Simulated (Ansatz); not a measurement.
Here is a crystal structure:

```
CELL_PARAMETERS angstrom
3.81370 0.00000 0.00000
0.00000 3.81370 0.00000
0.00000 0.00000 4.88691
ATOMIC_POSITIONS crystal
Sn 0.00000 0.50000 0.23537
Sn 0.50000 0.00000 0.76463
O 0.50000 0.50000 0.00000
O 0.00000 0.00000 0.00000
```

Characterise the structure given above.

Answer. It has the composition SnO. The space group is P4/nmm (No. 129); the lattice is primitive tetragonal. The cell comprises 2 formula units: 2 Sn, 2 O. Each Sn atom is coordinated by four O at 2.23 Å. Each O is bonded to four Sn in a distorted tetrahedral arrangement at 2.23 Å. The bonds build SnO layers parallel to (001).

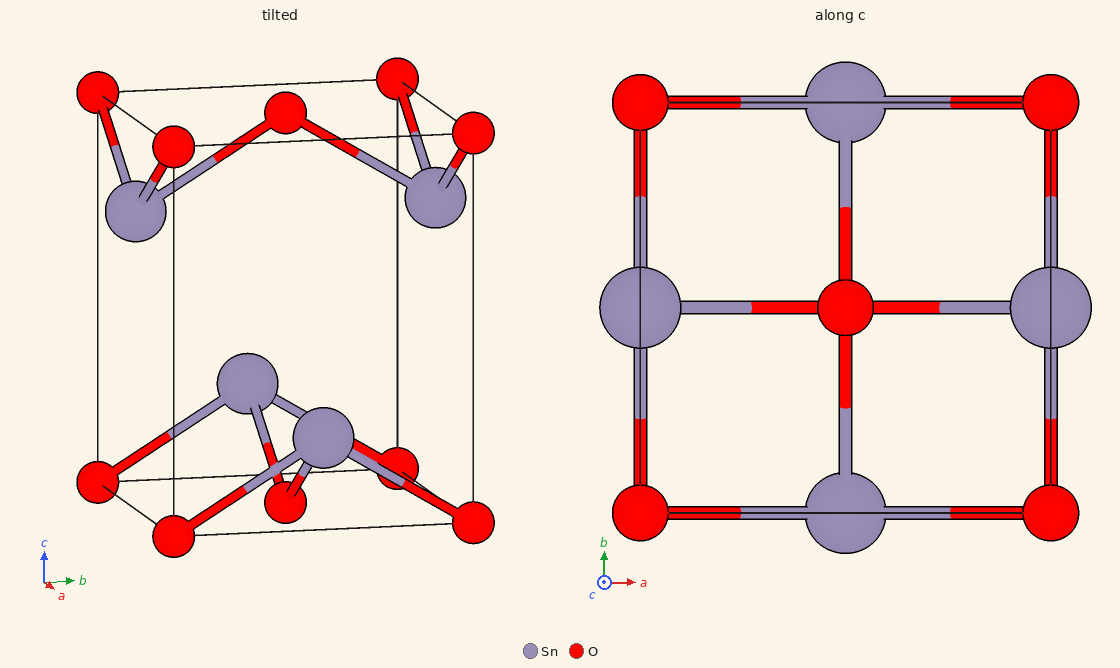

Crystal structure, ball-and-stick style, seen slightly off an axis and along the c axis. The box is the conventional unit cell; atoms on or close to its faces, edges and corners are drawn wherever they repeat. Colours: tin purple, oxygen red.

The initial geometry was a structure listed in the Materials Project. Earlier steps of the study, as a rule a relaxation of our own, may have changed the cell and positions, so they can lie some per cent off the listed ones. It was run through Ansatz as a DFT input.
